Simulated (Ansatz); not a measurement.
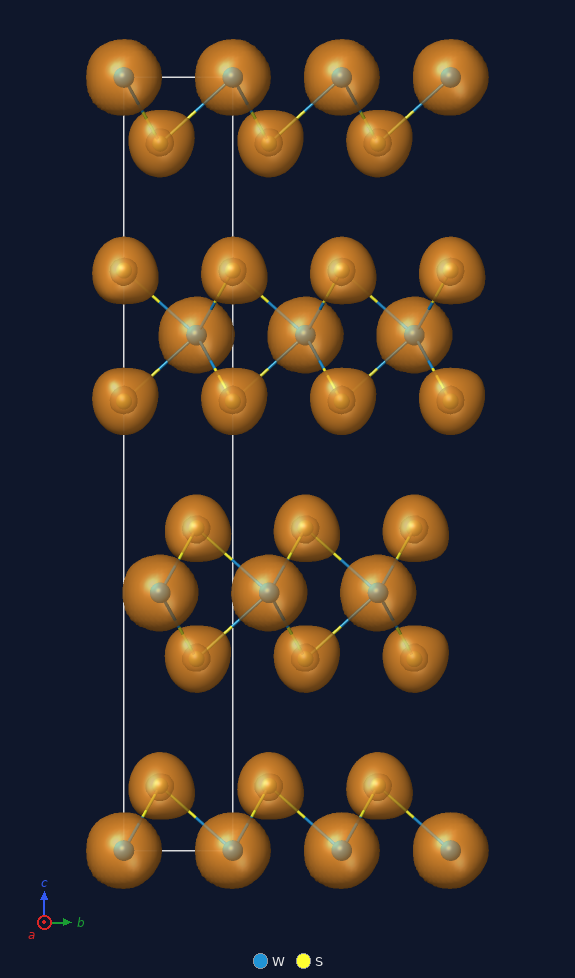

Figure. WS$_{2}$. Isosurface of the valence pseudo-density at 0.8 e/Å³ (orange), seen along the a axis. Sticks mark near contacts.

Space group R3m; changed on purpose from its base cell (strain +0.000 along x and y, +0.050 along z, atoms carried along); not relaxed (largest force 1.7 eV/Å); computed pressure about −6 GPa in this cell.

These are results of Ansatz 0.2.0, DFT r2SCAN, scalar-relativistic, plane waves, PAW, not measurements.

Question: How is the density connected at this value?

Answer: At this value the density breaks into separate islands; it holds about 55 % of the electrons treated as valence (semicore included). It bridges none of the near contacts. It is pinched off along the sampled W–S (2.44 Å) contacts. On the grid the lowest density along these lines, outside the cores, is 0.6 e/Å³ (W–S, 2.44 Å).

Question: Does the calculation make it a metal, or give it a gap?

Answer: It is gapped, with a Kohn–Sham gap of 1.3 eV on the k-point mesh, an upper bound to the gap of this method.
